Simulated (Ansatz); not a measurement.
A periodic structure is given below.

```xyz
5
Lattice="4.0031 0.0000 0.0000 -2.0016 3.4668 0.0000 0.0000 0.0000 4.8595" Properties=species:S:1:pos:R:3 pbc="T T T"
Al    0.0000    0.0000    0.0000
Al    2.0016    1.1556    3.1479
Al    0.0000    2.3112    1.7116
Ni    2.0016    1.1556    0.7074
Ni    0.0000    2.3112    4.1521
```

### What does this file describe?

The stoichiometry is Al3Ni2. The lattice is primitive hexagonal and the space group P-3m1 (No. 164). It has 5 atoms to the cell (3 Al, 2 Ni). Counting atoms within bonding range gives coordination numbers of Al 6 to 8 (mean 7.3) and Ni 11.

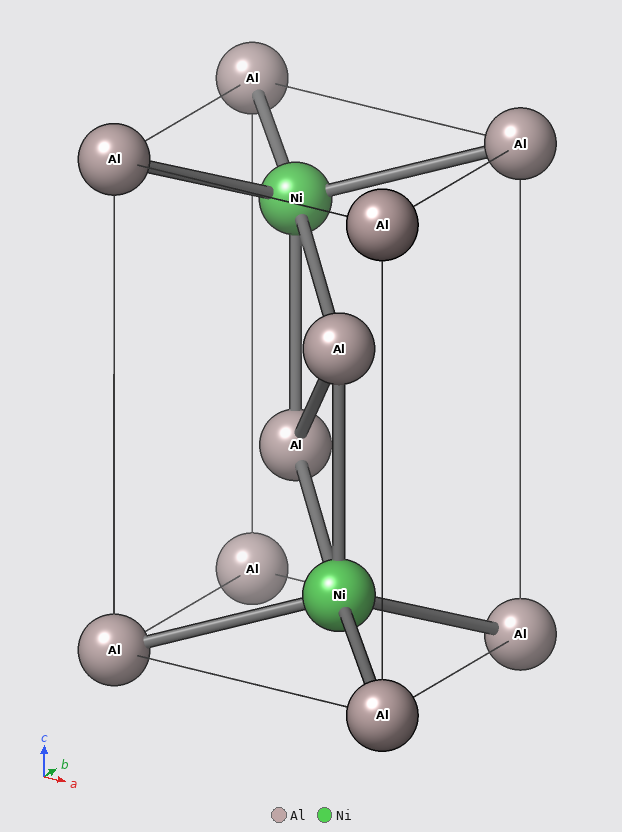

Ball-and-stick representation of a periodic structure, projected slightly off an axis. Atoms at the boundary of the conventional unit cell (the box) are drawn once for each face, edge or corner they touch.

Provenance: a structure listed in the Materials Project, with elements exchanged, so it need not be a known form of the compound. The structure drawn was relaxed with Ansatz, DFT PBEsol, scalar-relativistic, plane waves, PAW.
